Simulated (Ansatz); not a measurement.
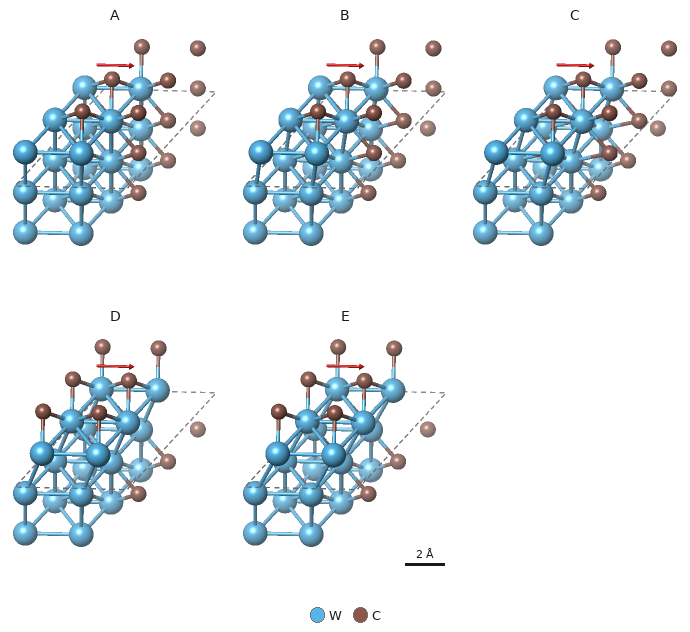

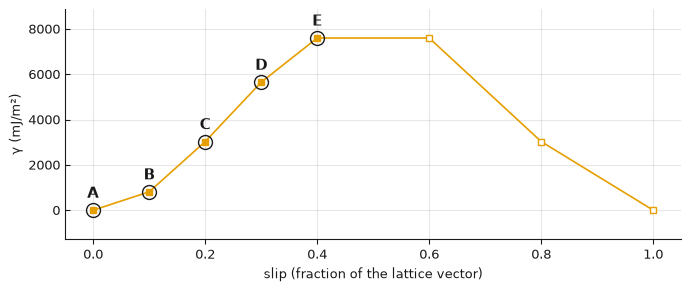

Crystalline WC (P-6m2): the crystal above a cut along the (0 0 1) plane of the conventional cell (between a plane of W below and one of C above, 1.42 Å apart) is slid rigidly by fractions of an in-plane lattice vector 2.91 Å long (a generalised stacking fault). One cut stands in each cell, which starts 8.5 Å high; nothing is relaxed, and the dashed outline marks the cut, the arrow on top the direction of slip. The lettered frames are marked on the plot. Hollow markers are points alike by symmetry, not computed again. The picture is a ball-and-stick view of the layers on both sides of the cut, seen obliquely from above.

These are results of Ansatz 0.2.0, DFT r2SCAN, scalar-relativistic, plane waves, PAW, not measurements. Settings: plane-wave cutoff 500 eV; k-point mesh 23 × 23 × 7; occupations gaussian; smearing width 0.15 eV; no spin polarisation. Energies (free energies at the smearing named) are counted from the relaxed crystal.

### Describe the profile.

The curve starts and ends at zero, since a full lattice vector restores the crystal. Its highest computed point is 7596 mJ/m² at slip 0.40 and 0.60. The points are too sparse to place its extrema closely. Relaxation across the fault would lower the values.
